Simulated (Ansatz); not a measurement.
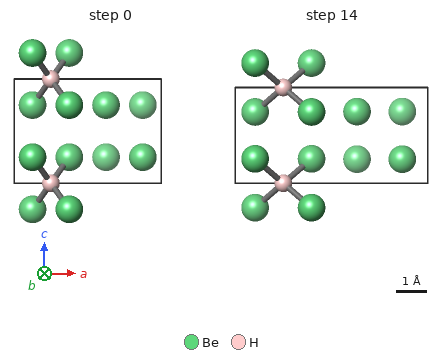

The structure of a crystal of Be8H (set up in P-42m) (coarse preliminary run) before (left) and after (right) a relaxation, at one scale.

Style: ball-and-stick. Shown: the cell of the calculation, along the b axis.

Case: 1 H put on empty site 1 of 2 host cells, relaxed.

These are results of DFT PBE, scalar-relativistic, plane waves, PAW (Ansatz 0.2.0), not measurements.

The input:
```yaml
crystal:
  lattice:
    - [4.9933945058, 0.0, 0.0]
    - [0.0, 3.5385488382, 0.0]
    - [0.0, 0.0, 3.5386912335]
  atoms:
    - { symbol: Be, position: [0.3749996696, 0.7499999139, 0.7499924475] }
    - { symbol: Be, position: [0.8749996696, 0.7499999139, 0.7499924475] }
    - { symbol: Be, position: [0.1250003304, 0.2500000861, 0.7499924475] }
    - { symbol: Be, position: [0.6250003304, 0.2500000861, 0.7499924475] }
    - { symbol: Be, position: [0.1249996696, 0.7500000861, 0.2500075525] }
    - { symbol: Be, position: [0.6249996696, 0.7500000861, 0.2500075525] }
    - { symbol: Be, position: [0.3750003304, 0.2499999139, 0.2500075525] }
    - { symbol: Be, position: [0.8750003304, 0.2499999139, 0.2500075525] }
    - { symbol: H, position: [0.25, 0.0, 0.0] }
basis:
  ecutwfc: 420
kpoints:
  mp_grid: { grid: [4, 6, 6] }
hamiltonian:
  xc: pbe
scf:
  occupations: { method: gaussian, width: 0.1 }
output:
  forces: true
  stress: true
  eigenvalues: true
relax:
  adjacent_minimum: "off"
  f_tol: 0.0325
  max_steps: 70
  cell: { stress_tol: 0.24 }
```

Launched with:
```bash
ansatz run input.yaml --threads 2 --pin off --max-ram 5120MiB --backend cpu --events-out ev --progress --plain --runs-dir out
```

Describe what moved and what it gained.

Answer. The energy falls by 1.108 eV per cell of the calculation in 11 accepted moves (14 points after the start). Largest force component: 0.85 eV/Å at the start, 0.0026 eV/Å at the end. Pressure: 12.09 GPa at the start and 0.02 GPa at the end. The line search rejected the trial step at point 8 of the run. At 2 points the geometry stayed and the basis and grid were re-selected for the new cell (energy shift of 34.8 meV per cell of the calculation at most each time). The largest moves relative to the cell, 0.14 Å, are those of Be1, Be3, Be5 and Be7. Be7 goes along [3 1 1]. H stays in place. The volume changes by +10.6 %, with a 4.993 → 6.543 Å (+31.0 %), b = c 3.539 → 3.251 Å (−8.1 %). Near-neighbour distances that change, for instance: Be1–H9 1.398 → 1.515 Å. Among the angles between lasting bonds that change: Be1–H9–Be7 127.0° → 101.5°, Be1–H9–Be3 101.5° → 113.6°. The space group stays P-42m (No. 111).
